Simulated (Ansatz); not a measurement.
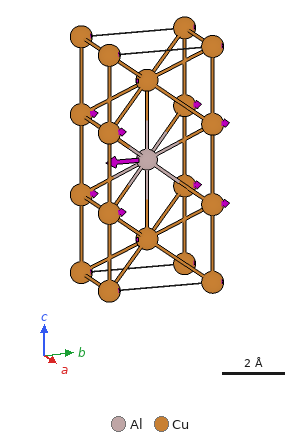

One vibrational mode of solid AlCu₅ (a generated structure) at the zone centre. The purple arrows are the displacements of the atoms (eigenvector over the root of the mass), of arbitrary overall length and sign. A ball-and-stick model of the cell of the calculation, seen slightly off an axis.

Theory: DFT PBE, scalar-relativistic, plane waves, PAW in Ansatz 0.2.0.

Input file:
```yaml
crystal:
  lattice:
    - [2.6708364184, 0.0, 0.0]
    - [0.0, 3.5505347382, 0.0]
    - [0.0, 0.0, 7.8486511895]
  atoms:
    - { symbol: Al, position: [0.5, 0.5, 0.5] }
    - { symbol: Cu, position: [0.5, 0.5, 0.8362927529] }
    - { symbol: Cu, position: [0.0, 0.0, 0.6702682555] }
    - { symbol: Cu, position: [0.0, 0.0, 0.3297317445] }
    - { symbol: Cu, position: [0.5, 0.5, 0.1637072471] }
    - { symbol: Cu, position: [0.0, 0.0, 0.0] }
basis:
  ecutwfc: 420
kpoints:
  mp_grid: { grid: [16, 12, 6] }
hamiltonian:
  xc: pbe
scf:
  occupations: { method: fermi_dirac, width: 0.15 }
output:
  eigenvalues: true
phonons:
  method: dfpt
  eigenvectors: true
```

Launched with:
```bash
ansatz run input.yaml --threads 4 --pin off --max-ram 8192MiB --backend cpu --events-out ev --progress --plain --runs-dir out
```

The frequencies depend somewhat on the k-mesh and the smearing.

### Give the symmetry, activity and frequency of this mode.

This is the B₂u mode at 275 cm⁻¹, optical level 13 of 14, counted from below, infrared-active by symmetry. The Al and Cu (2t) sublattices move against the Cu (2q) and Cu (1a) sublattices, along b; the kinetic energy is shared as Al 73 %, Cu 27 %. The crystal is a metal, so free carriers screen the infrared response.
